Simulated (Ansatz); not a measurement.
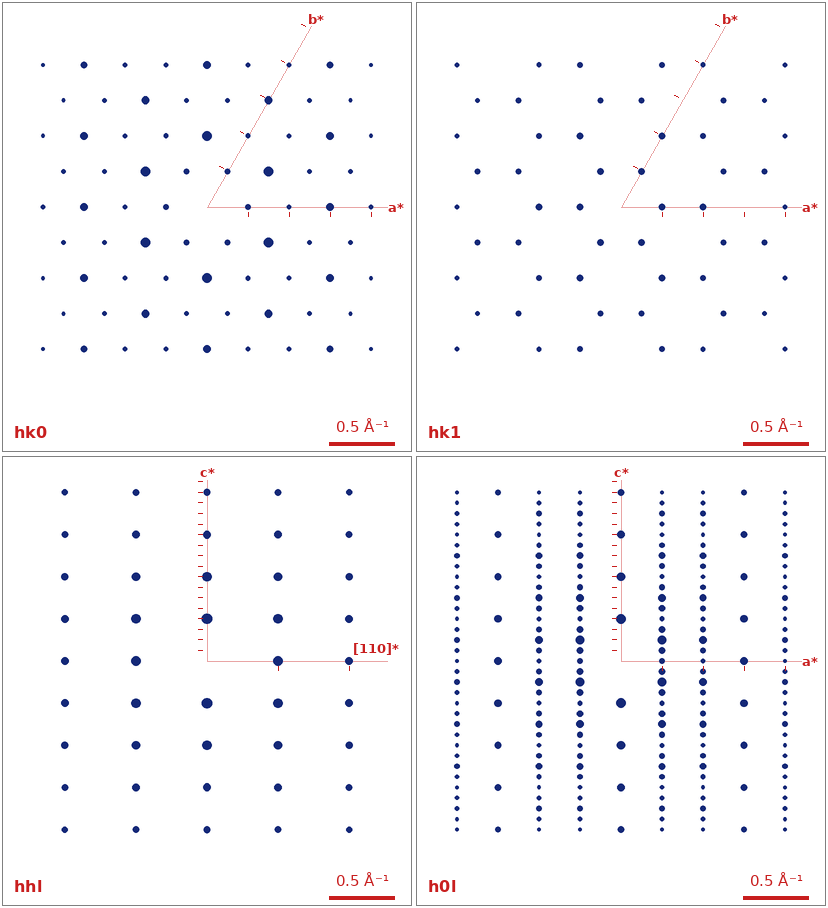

Four undistorted layers of reciprocal space, calculated for a single crystal (X-rays, kinematic |F|², B = 0.5 Å²). Tick marks count the reciprocal lattice steps of the conventional cell along each axis.

The compound is Nd. Structure: the input geometry of an electronic-structure calculation (not necessarily at equilibrium).

Question: What cell do the layers give?

Answer: a* = 0.318, b* = 0.318, c* = 0.082 Å⁻¹, γ* = 60°; the cell is hexagonal with a = 3.63 Å, c = 12.23 Å (hexagonal axes).

Question: Which reflection conditions do the layers show?

Answer: Reflections are present only under these conditions. hkl: no condition; hk0: no condition; h0l: no condition; hhl: l = 2n; 00l: l = 2n. The lattice is primitive (P). Further gaps, such as 0 3 1, 3 0 1, 3 0 3, come from atoms on special positions, not from the group's general conditions. A few very weak reflections are below the display threshold.

Question: Which space groups fit?

Answer: The intensities have Laue symmetry 6/mmm (the hk0 layer shows 6mm, hk1 shows 6mm). With these conditions the candidates are P6_3mc (No. 186), P-62c (No. 190), P6_3/mmc (No. 194). Diffraction geometry alone does not choose among them; the structure has P6_3/mmc.
